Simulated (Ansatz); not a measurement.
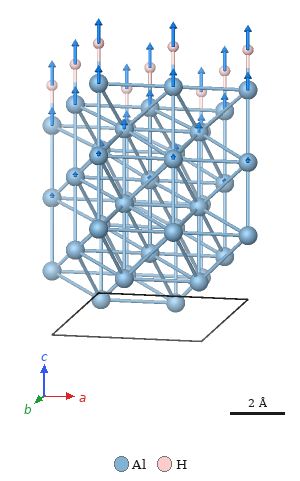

This is a constrained relaxation of a slab of composition Al$_{6}$H (cut from the Fm-3m phase). The starting structure is drawn; blue arrows show the displacements, magnified 3 times.

The picture is a ball-and-stick view of the 2 × 2 repeat of the cell, outlined in the plane, without the vacuum, seen from a free direction.

Case: H put at a top Al site. The slab is the (1 1 0) face of Al with H on it. 3 atoms are held fixed.

Method: DFT PBEsol, scalar-relativistic, plane waves, PAW (Ansatz). Settings: plane-wave cutoff 420 eV; k-point mesh 10 × 7 × 1; occupations gaussian; smearing width 0.1 eV; no spin polarisation; dipole correction; atoms relaxed in a fixed cell; force threshold 0.03 eV/Å; at most 70 steps.

Q: Atoms of which element are displaced furthest, and by how much?

A: Hydrogen: up to 0.32 Å, against 0.24 Å for aluminium.

Q: Describe the change and its energy.

A: The energy falls by 94.1 meV per cell of the calculation in 3 geometry steps. The largest force component goes from 1.2 to 0.0095 eV/Å. The H atom moves most: 0.32 Å along the normal (+c). By element the largest moves are H 0.32 Å, Al 0.24 Å. The cell stays as it was. Near-neighbour distances that change, for instance: Al–Al 2.743 → 2.906 Å, Al–Al 2.835 → 2.969 Å, Al–H 1.520 → 1.606 Å, Al–Al 2.772 → 2.845 Å. Cost: 35 s on 1 thread of Intel(R) Xeon(R) 6975P-C (Granite Rapids), on a shared host, peak memory 0.52 GiB.

Limits of the set-up: the periodic images lie only 2.8 Å apart, so the values are limited by the cell's size.
